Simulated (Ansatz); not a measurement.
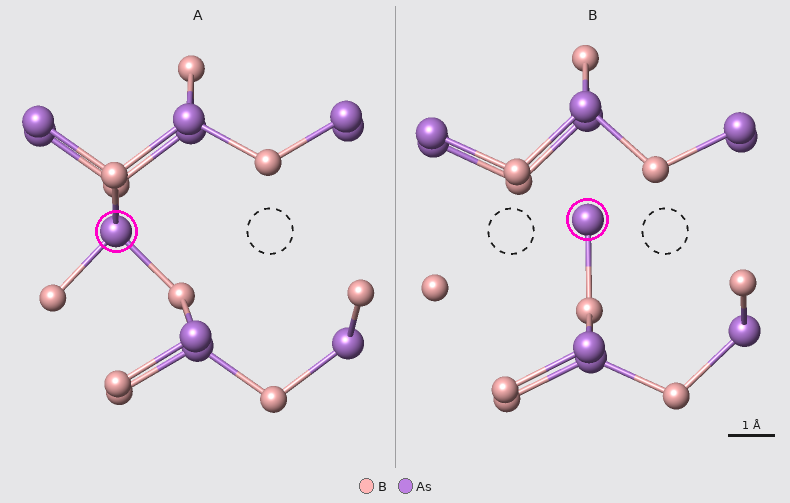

A vacancy jump of arsenic in BAs (F-43m phase), in a cell of charge +3 (on a uniform background) with 15 atoms, whose images lie 6.7 Å apart. One frame is the relaxed vacancy; in the other the neighbouring As atom (ringed) was set half-way along its jump of 3.37 Å and all atoms were relaxed in the symmetry of that start. Dashed circles mark empty sites. A ball-and-stick model of the slice 3.8 Å thick through the jump, out to 4.5 Å from its middle, seen across the jump.

Computed with Ansatz 0.2.0, DFT PBEsol, scalar-relativistic, plane waves, PAW. (plane-wave cutoff 420 eV; k-point mesh 4 × 4 × 4; occupations gaussian; smearing width 0.05 eV; no spin polarisation; atoms relaxed in a fixed cell; force threshold 0.02 eV/Å).

Question: What does the half-way point cost?

Answer: Frame B is the half-way start after relaxation. It lies 2.89 eV above the relaxed vacancy. The atom stays half-way, bowed 0.28 Å off the straight line. The symmetry of the start was kept and can hold it there, so for a path with one hump at the middle this is the barrier or an upper bound to it. There it has 1 B as nearest neighbours, the closest at 2.00 Å. Both cells are metallic on the mesh.

Limits of the set-up: the periodic images lie only 6.7 Å apart, so the values are limited by the cell's size; the cell is charged, on a uniform background, and energies carry no finite-size correction.
